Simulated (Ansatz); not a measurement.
**A Fermi-surface study of Sr (space group P6_3/mmc, No. 194)**

The calculation's input:

```yaml
crystal:
  lattice:
    - [4.31, 0.0, 0.0]
    - [-2.155, 3.73256949, 0.0]
    - [0.0, 0.0, 7.05]
  atoms:
    - { symbol: Sr, position: [0.33333333, 0.66666667, 0.25] }
    - { symbol: Sr, position: [0.66666667, 0.33333333, 0.75] }
basis:
  ecutwfc: 420
kpoints:
  mp_grid: { grid: [12, 12, 6] }
hamiltonian:
  xc: pbesol
scf:
  occupations: { method: gaussian, width: 0.05 }
output:
  forces: true
  eigenvalues: true
  eigenstates:
    nscf_kmesh: { grid: [30, 30, 16] }
    top_band: c6
    de_dk: true
    localisation: false
  stress: true
checkpoint:
  write: ck
  compress: false
  write_wavefunctions: false
  write_every: 100000
```

Launched as:

```sh
ansatz run input.yaml --threads 1 --pin off --max-ram 3072MiB --backend cpu --events-out ev --progress --plain --runs-dir out
```

These are results of Ansatz, DFT PBEsol, scalar-relativistic, plane waves, PAW; levels and slopes on a dense k mesh at the converged density, not measurements. No spin polarisation. Mesh 30×30×16, interpolated with the band slopes. Unrelaxed database geometry.

Part 1: The sheets

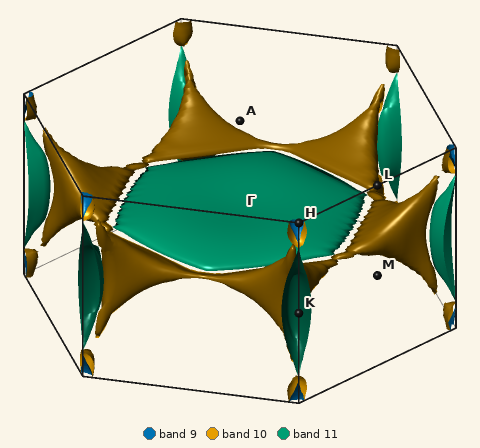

Fermi surface of this crystal. Each colour is one band. The brighter face of a sheet looks towards empty states.

**Describe the Fermi surface sheet by sheet.**

Three bands cross the Fermi level; this is a three-dimensional metal.

Band 9: specks under 0.04 % of the zone, which the mesh doesn't resolve and which may come from the interpolation.
Band 10: one hole pocket in a ring or shell around Γ (3.4 % of the zone) and two hole pockets centred at H (each 0.08 % of the zone).
Band 11: one electron pocket centred at Γ (2.8 % of the zone) and two electron pockets centred at K (each 0.40 % of the zone).
A pocket cut by a face of the zone is counted once with the part on the opposite face.
The shape of the surface of band 9 and band 10 changes its kind within 0.05 eV of this level, so small parts may appear, vanish, join or separate.

**What does the calculation give for N(E_F) and the Drude plasma frequency?**

The density of states at the Fermi level is 2.3 states/eV per primitive cell. The intraband plasma frequencies along the cartesian axes x, y and z of the cell as given are 1.8, 1.8 and 2.3 eV.

Part 2: Cuts and bands

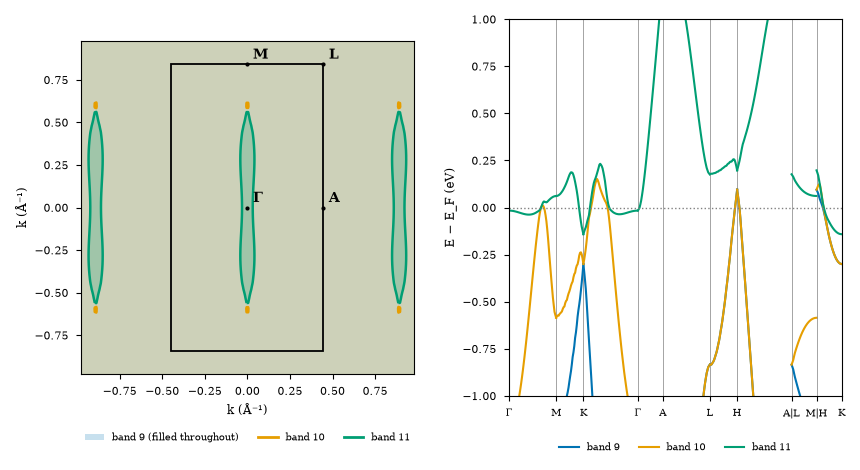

This crystal: cut through the Fermi surface in the plane through Γ, A and M, filled states shaded, and the bands that cross the Fermi level.

**For each band, read its level at the labelled points (eV from the Fermi level).**

| band | Γ | A | K | H | M | L |
| --- | --- | --- | --- | --- | --- | --- |
| band 9 | below | below | −0.30 | +0.10 | below | −0.83 |
| band 10 | below | below | −0.30 | +0.10 | −0.58 | −0.83 |
| band 11 | −0.02 | above | −0.14 | +0.20 | +0.06 | +0.18 |

Negative values are filled states; "above" and "below" lie outside the plotted window.

Part 3: Speeds

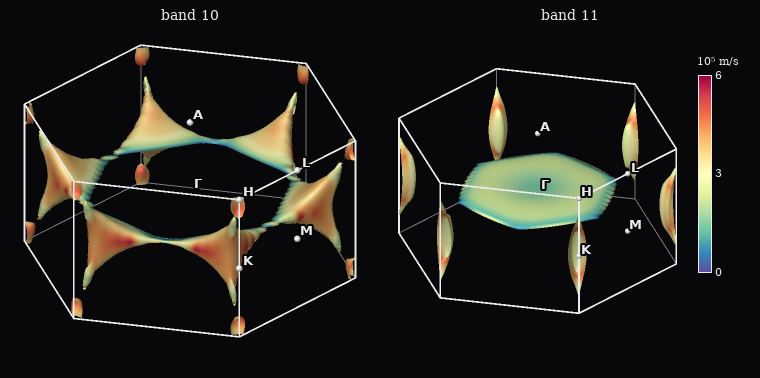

Fermi surface of this crystal (the two sheets of greatest area among three bands), coloured by the Fermi speed.

**Give the range and mean of the Fermi speed for each band.**

Band 10: 1.4 to 4.9 × 10⁵ m/s over most of the sheet, 3.4 × 10⁵ m/s on average over states. Band 11: 1.5 to 4.0 × 10⁵ m/s over most of the sheet, 2.3 × 10⁵ m/s on average over states.

Spin-orbit coupling is left out; with Sr it can split, shift or remove sheets. Necks and pockets thinner than about two mesh steps aren't resolved, so separate pockets may in truth be joined.

Cost: 100 s on 1 thread of Arm Neoverse N1, on a shared host, peak memory 0.92 GiB.
